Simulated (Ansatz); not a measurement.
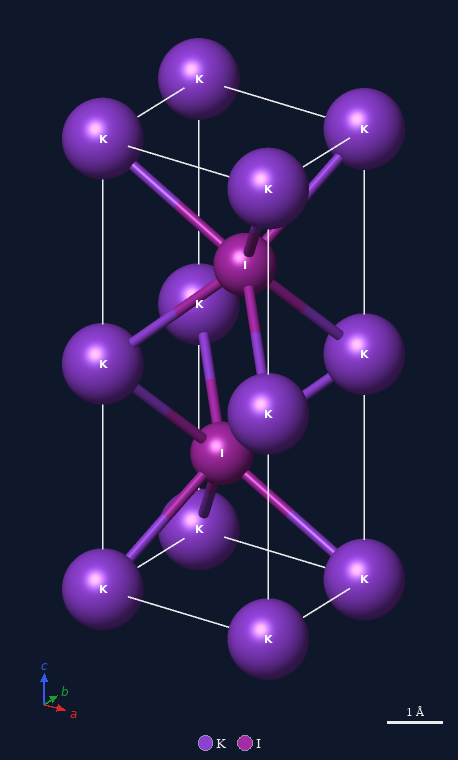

The crystal in a ball-and-stick representation, seen slightly off an axis. One conventional unit cell is framed, with atoms on its boundary repeated.

KI, space group P6_3/mmc (No. 194), a = 4.84 Å, b = 4.84 Å, c = 8.49 Å, α = 90.00°, β = 90.00°, γ = 120.00°.

Method used: DFT, r2SCAN+rVV10, plane waves, PAW in Ansatz 0.2.0. It ran with wavefunction cutoff 500 eV, a 6×6×4 mesh of k-points, Fermi-Dirac smearing of 0.03 eV, no spin polarisation.

> What is the electronic character?

An insulator at this level, with a gap of 4.48 eV, direct.

It goes back to a structure type filled with these elements by a generator (whether the compound takes this form wasn't checked). The atoms were relaxed in a fixed cell with DFT, r2SCAN+rVV10, plane waves, PAW in Ansatz.
